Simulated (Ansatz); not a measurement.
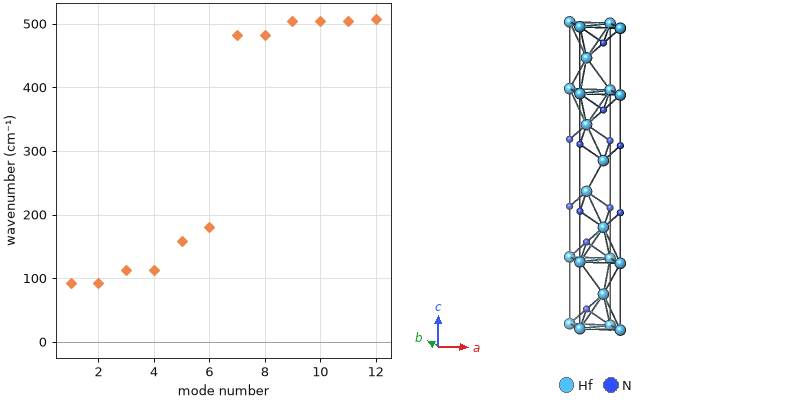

Computed with Ansatz 0.2.0: harmonic phonon frequencies at the zone centre with atoms at rest in the given cell, without the long-range term of polar modes, the three translations left out, imaginary frequencies are negative; plane waves with PAW datasets, Γ-centred k mesh. Level: PBEsol, no spin polarisation.

wave cutoff 420 eV; k mesh 12×12×12; occupations Fermi–Dirac; smearing width 0.15 eV; pressure 0 GPa; phonon method linear response.

The given structure:
```
Hf N
1.0
     1.59661    0.92180    7.71004
    -1.59661    0.92180    7.71004
     0.00000   -1.84361    7.71004
Hf N
3 2
Direct
  0.77875 0.77875 0.77875
  0.22125 0.22125 0.22125
  0.00000 0.00000 0.00000
  0.61105 0.61105 0.61105
  0.38895 0.38895 0.38895
```

Zone-centre optical phonon frequencies (the three acoustic modes are left out) for Hf₃N₂, space group R-3m (No. 166). The conventional cell is drawn beside the plot.

No frequency is imaginary, so the structure is stable to these displacements (zone-boundary modes weren't tested here). The highest mode lies at 507.5 cm⁻¹. The optical modes lie at 92.2 (×2), 113.1 (×2), 158.3, 180.9, 482.6 (×2), 503.8, 505.0 (×2), 507.5 cm⁻¹.

Limits of the calculation: metal sensitive to the k mesh.
